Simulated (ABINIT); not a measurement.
# CdS (Hawleyite): G0W0 with ABINIT, start to end

How does a plane-wave GW calculation on CdS (Hawleyite) run from the first input to the gap?

Calculated with ABINIT 10.8.3; LDA and many-body steps on it, plane waves.

**What was measured.**

- Gap 2.42 eV: optical gap from inflexion point of photoacoustic spectrum, as-grown film; photoacoustic spectroscopy; film (as-grown chemical bath deposited film, about 0.25 um thick, deposited at 80 C) (“Study of the band--gap shift in CdS films: Influence of thermal annealing in different atmospheres”, 1995, arxiv:cond-mat/9501125).

This is a report of a sequence of runs, with most program output left out.

## (1) The structure

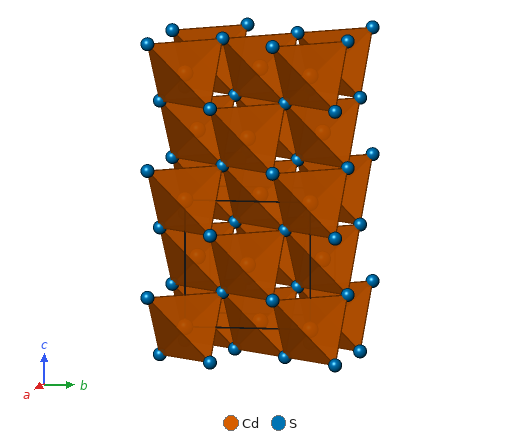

Start, viewed slightly off an axis; cadmium orange, sulfur blue. 1×1×2 cells are drawn. This picture shows the conventional cell, with its axes. Some periodic images of atoms are drawn too.

Structure file:

```cif
data_structure
_symmetry_space_group_name_H-M 'P 1'
_symmetry_Int_Tables_number 1
_cell_length_a 4.1246
_cell_length_b 4.1246
_cell_length_c 4.1246
_cell_angle_alpha 60.000
_cell_angle_beta 60.000
_cell_angle_gamma 60.000
_cell_volume 49.62
loop_
_atom_site_label
_atom_site_type_symbol
_atom_site_fract_x
_atom_site_fract_y
_atom_site_fract_z
_atom_site_occupancy
Cd1 Cd 0.00000 0.00000 0.00000 1
S2 S 0.25000 0.25000 0.25000 1
```

The cell and positions come from the Crystallography Open Database and are kept as given unless a step says otherwise.

## (2) Ground state

This step: ABINIT 10.8.3; DFT, LDA, plane waves, norm-conserving pseudopotentials.

The ground-state density comes first.

Input file run.abi:

```
acell 3*1.0 Angstrom
rprim 
  -0.000000000000 2.916500000000 2.916500000000
  2.916500000000 -0.000000000000 2.916500000000
  2.916500000000 2.916500000000 -0.000000000000
ntypat 2
znucl 48 16
natom 2
typat 1 2
xred 
  0.000000000000 0.000000000000 0.000000000000
  0.250000000000 0.250000000000 0.250000000000
pp_dirpath "pseudos"
pseudos "Cd.upf, S.upf"
ecut 47
ngkpt 6 6 6
nshiftk 1
shiftk 0 0 0
kptopt 1
chksymbreak 0
nband 18
occopt 1
tolvrs 1e-10
nstep 60
prtwf 0
optforces 0
optstress 0
indata_prefix "in"
outdata_prefix "out"
tmpdata_prefix "tmp"
```

On the command line:

```sh
OMP_NUM_THREADS=1 mpirun -n 4 abinit run.abi > log
```

Run time: 22 s. Hardware: 4 MPI ranks of Arm Neoverse V1, shared host; peak memory 0.37 GiB; 89 s of CPU time.

This step gave:

```yaml
total_energy: -5071.8930 eV
gap: 0.8602 eV
k_of_the_valence_top: 0, 0, 0
k_of_the_conduction_bottom: 0, 0, 0
least_direct_gap: 0.8602 eV
```

The gap is direct, at Γ.

## (3) Bands along the symmetry lines

Levels along a band path, at the cheap level, show where the edges lie and whether the meshes to come will hold them.

Input file run.abi:

```
acell 3*1.0 Angstrom
rprim 
  -0.000000000000 2.916500000000 2.916500000000
  2.916500000000 -0.000000000000 2.916500000000
  2.916500000000 2.916500000000 -0.000000000000
ntypat 2
znucl 48 16
natom 2
typat 1 2
xred 
  0.000000000000 0.000000000000 0.000000000000
  0.250000000000 0.250000000000 0.250000000000
pp_dirpath "pseudos"
pseudos "Cd.upf, S.upf"
ecut 47
iscf -2
irdden 1
kptopt 0
nkpt 50
kpt 
  0.00000000 0.00000000 0.00000000
  -0.06250000 -0.06250000 0.00000000
  -0.12500000 -0.12500000 0.00000000
  -0.18750000 -0.18750000 0.00000000
  -0.25000000 -0.25000000 0.00000000
  -0.31250000 -0.31250000 0.00000000
  -0.37500000 -0.37500000 0.00000000
  -0.43750000 -0.43750000 0.00000000
  -0.50000000 -0.50000000 0.00000000
  -0.48437500 -0.48437500 0.03125000
  -0.46875000 -0.46875000 0.06250000
  -0.45312500 -0.45312500 0.09375000
  -0.43750000 -0.43750000 0.12500000
  -0.42187500 -0.42187500 0.15625000
  -0.40625000 -0.40625000 0.18750000
  -0.39062500 -0.39062500 0.21875000
  -0.37500000 -0.37500000 0.25000000
  -0.37500000 0.00000000 0.37500000
  -0.32812500 0.00000000 0.32812500
  -0.28125000 0.00000000 0.28125000
  -0.23437500 0.00000000 0.23437500
  -0.18750000 0.00000000 0.18750000
  -0.14062500 0.00000000 0.14062500
  -0.09375000 0.00000000 0.09375000
  -0.04687500 0.00000000 0.04687500
  0.00000000 0.00000000 0.00000000
  0.00000000 0.00000000 0.06250000
  0.00000000 0.00000000 0.12500000
  0.00000000 0.00000000 0.18750000
  0.00000000 0.00000000 0.25000000
  0.00000000 0.00000000 0.31250000
  0.00000000 0.00000000 0.37500000
  0.00000000 0.00000000 0.43750000
  0.00000000 0.00000000 0.50000000
  -0.06250000 -0.03125000 0.46875000
  -0.12500000 -0.06250000 0.43750000
  -0.18750000 -0.09375000 0.40625000
  -0.25000000 -0.12500000 0.37500000
  -0.31250000 -0.15625000 0.34375000
  -0.37500000 -0.18750000 0.31250000
  -0.43750000 -0.21875000 0.28125000
  -0.50000000 -0.25000000 0.25000000
  -0.50000000 -0.28125000 0.21875000
  -0.50000000 -0.31250000 0.18750000
  -0.50000000 -0.34375000 0.15625000
  -0.50000000 -0.37500000 0.12500000
  -0.50000000 -0.40625000 0.09375000
  -0.50000000 -0.43750000 0.06250000
  -0.50000000 -0.46875000 0.03125000
  -0.50000000 -0.50000000 0.00000000
istwfk *1
nband 23
nbdbuf 5
tolwfr 1e-07
nstep 50
prtwf 0
prtvol 0
indata_prefix "in"
outdata_prefix "out"
tmpdata_prefix "tmp"
```

It took 31 s on 4 MPI ranks; peak memory 0.37 GiB; 2.1 min of CPU time.

Numbers from this step:

| Item | Value |
| --- | --- |
| gap | 0.8602 eV |
| k of the valence top | 0, 0, 0 |
| k of the conduction bottom | 0, 0, 0 |
| least direct gap | 0.8602 eV |

The gap is 0.860 eV, as in the run before at this level.

The electronic bands at the labelled points (eV, zero at the top of the highest filled band):

| point | band 10 | band 11 | band 12 | band 13 | band 14 | band 15 | band 16 | band 17 |
| --- | --- | --- | --- | --- | --- | --- | --- | --- |
| Γ | -7.27 | 0.00 | 0.00 | 0.00 | 0.86 | 6.34 | 6.34 | 6.34 |
| X | -6.82 | -4.06 | -1.92 | -1.92 | 3.31 | 4.15 | 8.92 | 10.53 |
| U | -6.68 | -4.05 | -2.60 | -1.56 | 4.01 | 5.26 | 8.22 | 8.84 |
| jump to K | -6.68 | -4.05 | -2.60 | -1.56 | 4.01 | 5.26 | 8.22 | 8.84 |
| Γ | -7.27 | 0.00 | 0.00 | 0.00 | 0.86 | 6.34 | 6.34 | 6.34 |
| L | -6.89 | -4.52 | -0.77 | -0.77 | 2.76 | 6.82 | 6.82 | 7.21 |
| W | -6.63 | -4.01 | -2.33 | -2.24 | 5.23 | 5.25 | 6.99 | 7.79 |
| X | -6.82 | -4.06 | -1.92 | -1.92 | 3.31 | 4.15 | 8.92 | 10.53 |

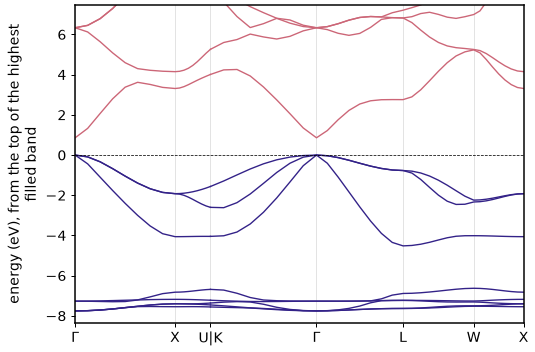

Electronic bands along the path; lines of filled and empty bands in two colours.

## (4) Empty states on the mesh, 4×4×4 mesh, 313 bands

The sums over transitions need many empty states on a uniform mesh; this step solves for them.

Input file run.abi:

```
acell 3*1.0 Angstrom
rprim 
  -0.000000000000 2.916500000000 2.916500000000
  2.916500000000 -0.000000000000 2.916500000000
  2.916500000000 2.916500000000 -0.000000000000
ntypat 2
znucl 48 16
natom 2
typat 1 2
xred 
  0.000000000000 0.000000000000 0.000000000000
  0.250000000000 0.250000000000 0.250000000000
pp_dirpath "pseudos"
pseudos "Cd.upf, S.upf"
ecut 47
ngkpt 4 4 4
nshiftk 1
shiftk 0 0 0
kptopt 1
chksymbreak 0
iscf -2
irdden 1
istwfk *1
nband 313
nbdbuf 28
tolwfr 1e-09
nstep 60
prtvol 0
indata_prefix "in"
outdata_prefix "out"
tmpdata_prefix "tmp"
```

Run time: 4.1 min. Hardware: 4 MPI ranks; peak memory 0.56 GiB; 16 min of CPU time.

This step gave:

* gap: 0.8602 eV
* k of the valence top: 0, 0, 0
* k of the conduction bottom: 0, 0, 0
* least direct gap: 0.8602 eV
* k points computed: 8
* lowest point of the top converged band, above the valence top: 168.2319 eV

On this mesh the gap is 0.860 eV.

## (5) Screening, 4×4×4 mesh, 285 bands, screening to 244.9 eV

The RPA dielectric matrix is built and inverted for each q.

This step: RPA screening on LDA, plane waves, norm-conserving pseudopotentials.

Edit run.abi of step 4 so:

```diff
@@ -20,10 +20,11 @@
 chksymbreak 0
-iscf -2
-irdden 1
 istwfk *1
-nband 313
-nbdbuf 28
-tolwfr 1e-09
-nstep 60
-prtvol 0
+occopt 1
+irdwfk 1
+optdriver 3
+nband 285
+ecuteps 9
+inclvkb 2
+awtr 1
+symchi 1
 indata_prefix "in"
```

The job ended after 3.4 min (4 MPI ranks; peak memory 2.5 GiB; 14 min of CPU time).

Numbers from this step:

```yaml
eps_infinity_with_local_fields_on_this_mesh_along_the_program_s_q_direction: 18.50
the_same_without_local_fields: 19.36
plasma_frequency: 26.88 eV
plane_waves_in_the_screening_matrix: 411
```

Local fields lower ε∞ by 4 %. On a Γ-centred mesh this coarse the value itself is usually too large, while a short band sum pulls it down.

## (6) Self-energy, 4×4×4 mesh, 285 bands, screening to 244.9 eV

The self-energy is evaluated for the states that the input lists, and the levels follow from it, in one-shot runs by the linearised quasiparticle equation.

This step: G0W0 on LDA, plane waves, norm-conserving pseudopotentials.

Edit run.abi of step 5 so:

```diff
@@ -23,8 +23,29 @@
 irdwfk 1
-optdriver 3
+optdriver 4
 nband 285
+gwcalctyp 0
+ecutsigx 47
+symsigma 1
+nkptgw 8
+kptgw 
+  0.0000000000 0.0000000000 0.0000000000
+  0.2500000000 0.0000000000 0.0000000000
+  0.5000000000 0.0000000000 0.0000000000
+  0.2500000000 0.2500000000 0.0000000000
+  0.5000000000 0.2500000000 0.0000000000
+  -0.2500000000 0.2500000000 0.0000000000
+  0.5000000000 0.5000000000 0.0000000000
+  -0.2500000000 0.5000000000 0.2500000000
+bdgw 
+  6 23
+  6 23
+  6 23
+  6 23
+  6 23
+  6 23
+  6 23
+  6 23
 ecuteps 9
-inclvkb 2
-awtr 1
-symchi 1
+irdscr 1
+ppmodel 1
 indata_prefix "in"
```

Run time: 27 min. Hardware: 4 MPI ranks; peak memory 2.9 GiB.

Numbers from this step:

```yaml
g0w0_gap_on_the_mesh: 2.13 eV
starting_gap_on_the_mesh: 0.8602 eV
k_of_the_valence_top: 0, 0, 0
k_of_the_conduction_bottom: 0, 0, 0
z_at_the_valence_top: 0.776
z_at_the_conduction_bottom: 0.807
least_direct_g0w0_gap_on_the_computed_points: 2.13 eV
```

The gap on the mesh goes from 0.86 eV to 2.13 eV, a correction of +1.27 eV.

Limits: finite bands, cutoff and mesh; no spin-orbit coupling; coarse k mesh. v1 is the top filled band, c1 the lowest empty one. Levels before and after the correction, in eV, zero at the valence-band top of each column:

|  | conduction bottom | valence top |
| --- | --- | --- |
| Kohn-Sham | 0.86 | 0.00 |
| G0W0 | 2.13 | 0.00 |

|  | level | energy (eV) |
| --- | --- | --- |
| Kohn-Sham | Γ v4 | -7.267 |
| Kohn-Sham | Γ v3-v1 | 0.000 |
| Kohn-Sham | Γ c1 | 0.860 |
| Kohn-Sham | Γ c2-c4 | 6.335 |
| G0W0 | Γ v4 | -7.655 |
| G0W0 | Γ v3-v1 | 0.000 |
| G0W0 | Γ c1 | 2.130 |
| G0W0 | Γ c2-c4 | 7.832 |

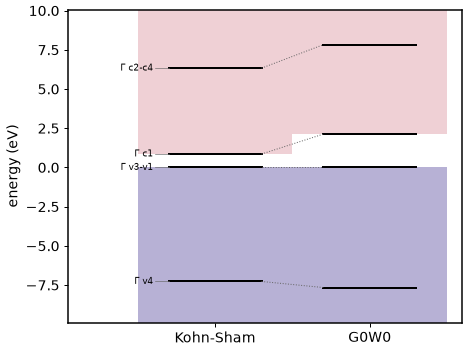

Levels before and after the correction. Shaded: valence and conduction bands.

## (7) Where the time went

Times are wall times on 4 MPI ranks of Arm Neoverse V1, shared host, good to a factor of about two.

| step | time | share | memory (GiB) |
| --- | --- | --- | --- |
| ground state | 22 s | 1 % | 0.37 |
| bands along the symmetry lines | 31 s | 1 % | 0.37 |
| empty states on the mesh | 4.1 min | 11 % | 0.56 |
| screening | 3.4 min | 10 % | 2.5 |
| self-energy | 27 min | 77 % | 2.9 |

## (8) Summary of results

| Item | Value |
| --- | --- |
| LDA gap | 0.86 eV, direct |
| G0W0 gap on the mesh | 2.13 eV |
| GW settings | 4×4×4 mesh, 285 bands, screening to 244.9 eV, Godby-Needs plasmon pole |
| known limits | not at the basis limit; no spin-orbit coupling; coarse k mesh |

G0W0 moves the gap on the mesh from 0.86 eV to 2.13 eV (+1.27 eV), with Z of 0.78 and 0.81 at the edges. Local fields lower the RPA ε∞ on this mesh from 19.36 to 18.50; a Γ-centred mesh this coarse tends to raise both, most where the direct gap is narrow, while a short band sum lowers them. The dearest step here is «self-energy». Against experiment, by G0W0@LDA: the gap of 2.13 eV lies −0.29 eV from the measured 2.42 eV (optical, 1995). An exciton line or allowed optical edge lies below the quasiparticle gap by the binding energy; a forbidden edge can push the onset above it. The calculation has static nuclei and no excitons; a measured gap holds zero-point and thermal motion, which mostly lowers it. Bands and cutoff are finite, so the gap is not at the basis limit. The miss can reach some tenths of an eV and take either sign; the mesh is an error of its own. The 4×4×4 mesh is coarse for this cell, which bears on the long-range parts of exchange and screening. The many-body steps are scalar-relativistic: spin-orbit coupling is not in them.

[Paths, hosts, dates, memory and timing lines, banners, echoed tables and standing remarks are left out of the program output.]

[Logs are printed without paths, hosts, clocks, repeated set-up lines and the standing remarks that a program may print on its own settings, such as how far it seeks lower states.]

[Runs of the session that timed out or met a known fault of the program may be left out.]

[Hosts, paths, dates, database ids (printed as entryN), source tags and the programs' standing remarks are cut or masked in the printed files.]

[G0W0 gaps are taken among the corrected bands and points alone; a level outside them can change the order at an edge.]

[Where Ansatz stands beside ABINIT at settings called matched, ABINIT's density can come from a denser mesh and the files from another edition; pairs whose starting gaps differed by over 0.03 eV were left out, so agreement reads better than it is.]
